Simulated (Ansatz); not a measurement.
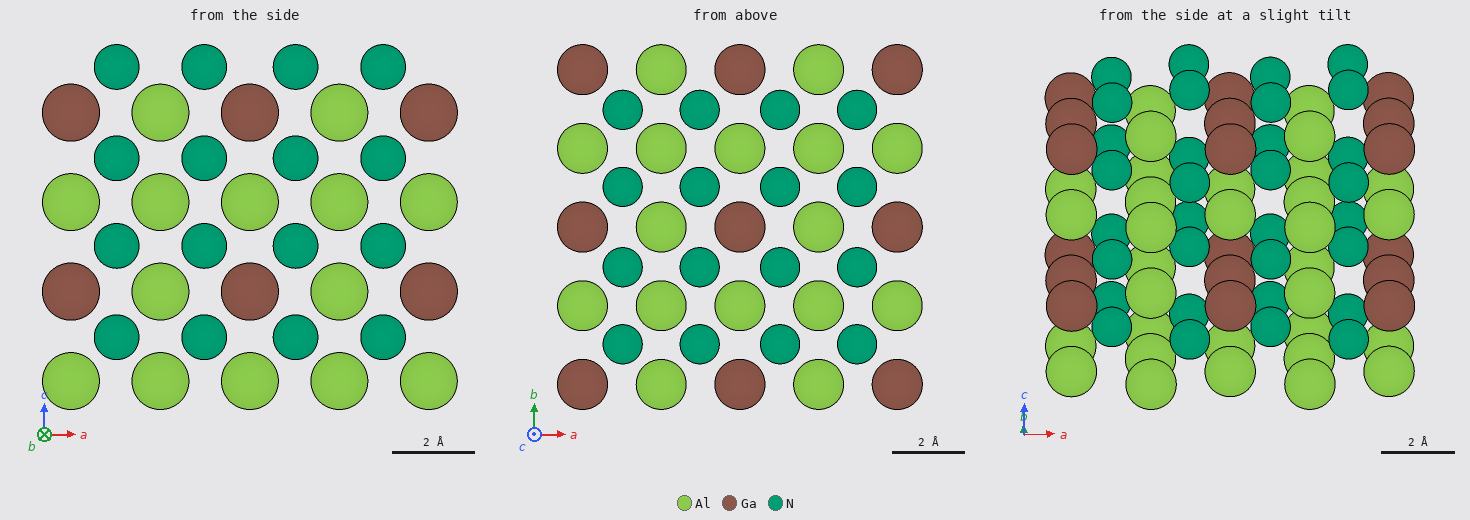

A spheres-only picture of a periodic slab, seen from the side, from above and from the side at a slight tilt. The surface normal points up in side views; the vacuum is left out. 2×2 cells are drawn in the plane, with atoms at the edges repeated.

The cell holds 6 Al, 2 Ga, 8 N.

How is each face terminated?

The top face ends in N, the bottom face in Al. The faces differ, so the slab can carry a dipole.

Read the thickness off the scale bar.

About 8 Å from the lowest to the highest atom.

State the number of planes and their content from above.

Eight planes: N / AlGa / N / Al / N / AlGa / N / Al.

Starting structure: a structure listed in the Materials Project. The cell was then strained or its atoms displaced on purpose. It was the input of a calculation with Ansatz.

At this level of theory the run's own cell isn't at rest (forces up to 1.9 eV/Å), so its distances can differ from those at equilibrium, the more so the softer the solid.
